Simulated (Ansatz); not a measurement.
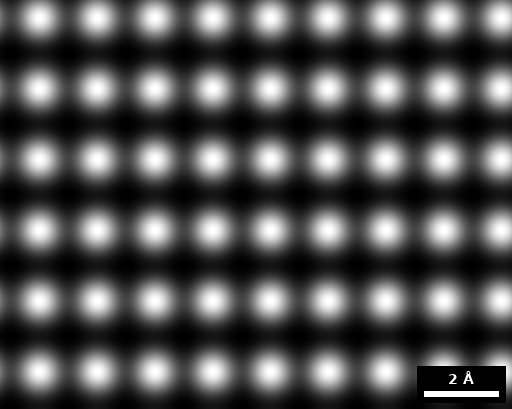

HAADF-like image of Al (Pm-3m, No. 221). The image is simulated as a sum over atoms of Z^1.7, blurred by a 0.95 Å probe (no channelling). Model: the geometry given to an electronic-structure calculation, possibly off equilibrium; the starting structure was generated, so it need not be a known form of this composition.

```
CELL_PARAMETERS angstrom
2.73529 0.00000 0.00000
0.00000 2.73529 0.00000
0.00000 0.00000 2.73529
ATOMIC_POSITIONS crystal
Al 0.00000 0.00000 0.00000
```

### Along which zone axis is the crystal seen: [001], [221], [211] or [210]? (Directions equivalent by symmetry count as one.)

[211]. The projected cells are 2.74 × 2.74 Å, 90° for [001]; 1.29 × 2.04 Å, 108° for [221]; 1.58 × 1.93 Å, 90° for [211]; 1.22 × 2.74 Å, 90° for [210], and the image repeats as the [211] one does.
